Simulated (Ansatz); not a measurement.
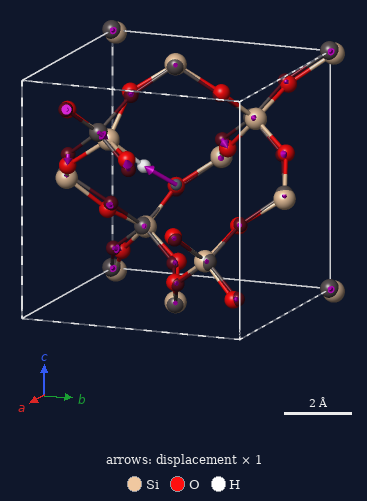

This is a relaxation of a defect cell of composition Si$_{8}$HO$_{16}$ (cell charge −1). The starting structure is drawn faded, the final one solid; purple arrows show the displacements, at their true length.

The picture is a ball-and-stick view of the cell of the calculation (origin shifted), seen slightly off an axis.

Case: H interstitial, charge -1, atoms relaxed.

Method: Ansatz 0.2.0, DFT PBE, scalar-relativistic, plane waves, PAW. (plane-wave cutoff 420 eV; k-point mesh 2 × 2 × 2; occupations gaussian; smearing width 0.02 eV; mesh shifted by (0.5, 0.5, 0.5); no spin polarisation; atoms relaxed in a fixed cell; force threshold 0.02 eV/Å; at most 60 steps)

### Atoms of which element are displaced furthest, and by how much?

Hydrogen: up to 1.23 Å, against 0.62 Å for oxygen.

### Describe the change and its energy.

After 26 accepted moves (27 points after the start) the energy has fallen by 2.037 eV per cell of the calculation. The largest force component goes from 1.2 to 0.02 eV/Å. 1 step only repeated the SCF at the same geometry. The forces were under the threshold at step 6, but the run went on from there. The atom that moves furthest is the H atom (1.23 Å along [1 −1 1]). By element the largest moves are H 1.23 Å, O 0.62 Å, Si 0.43 Å. The cell stays as it was. Some distances before and after: H–Si 3.182 → 1.532 Å, O–Si 1.626 → 1.766 Å, O–Si 1.626 → 1.706 Å, O–Si 1.626 → 1.576 Å. New bonds form, among them: H–Si (3.18 → 1.53 Å). Bond angles that change, for instance: Si–O–Si 146.8° → 167.3°, O–Si–O 108.7° → 88.4°, O–Si–O 111.0° → 90.7°.

Limits of the set-up: the periodic images lie only 7.1 Å apart, so the values are limited by the cell's size; the cell is charged, on a uniform background, and energies carry no finite-size correction.
